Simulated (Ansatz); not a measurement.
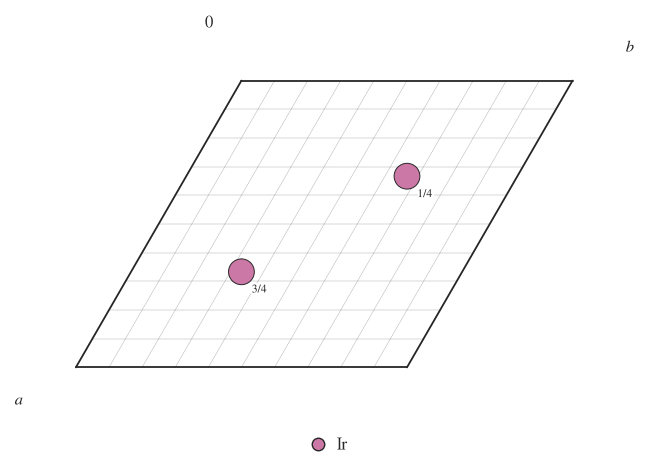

Plan of a unit cell projected along c (a down the page, b across); the numbers are heights as fractions of c, and atoms on the cell's edges are repeated. The grid marks tenths of a and b. Source: the input geometry of an electronic-structure calculation (not necessarily at equilibrium); the starting structure was generated, so it need not be a known form of this composition. The drawing is computed from the coordinates (standard cell, symmetry found to 0.002 Å).

a = 2.705 Å, b = 2.705 Å, c = 4.391 Å, α = 90.00°, β = 90.00°, γ = 120.00°.

Q: What does the cell contain?

A: 2 Ir: Ir, Z = 2.

Q: Give the fractional coordinates of all atoms, to two places.

A:
```tsv
atom	x	y	z
Ir	0.33	0.67	0.25
Ir	0.67	0.33	0.75
```
